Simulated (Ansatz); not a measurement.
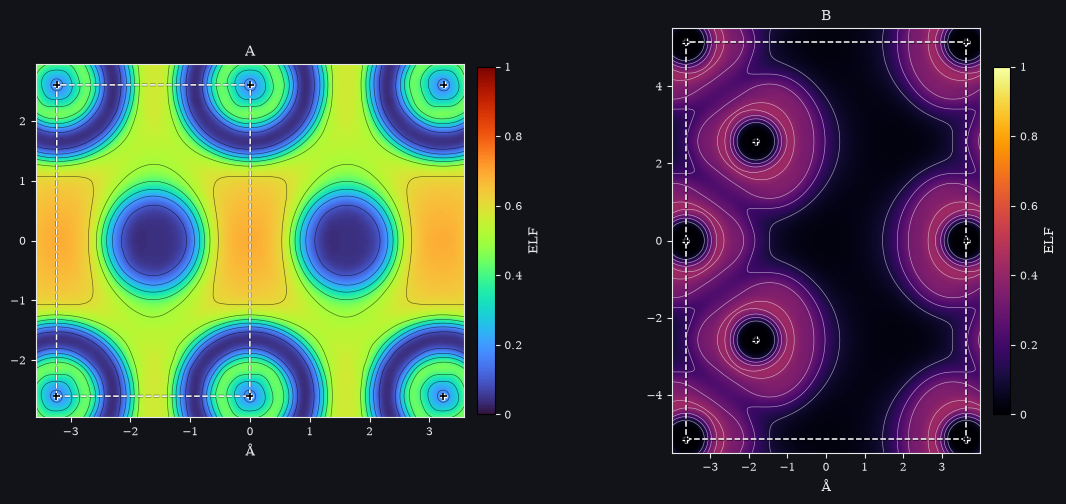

The electron localisation function of 2 systems, each on a plane through atoms (crosses mark nuclei in the plane).

Computed with DFT, revPBE, plane waves (420 eV) with PAW, scalar-relativistic in Ansatz.

System 1: Tl, the (011) plane of the conventional cell. Space group Fd-3m; set up as Tl, diamond; a generated structure, not necessarily the stable one; changed on purpose from its base cell (volume × 1.0).

System 2: Mg, the (100) plane of the standardised cell. Space group C2/c; set up as Mg, beta-Sn type; a generated structure, not necessarily the stable one.

Question: Which map belongs to which system?

Answer: Panel A is system 2, Mg: the plane holds Mg. Panel B is system 1, Tl: the plane holds Tl. Tl–Tl (3.15 Å): the ELF is about 0.25 at the midpoint: no shared electron pair shows on this line.
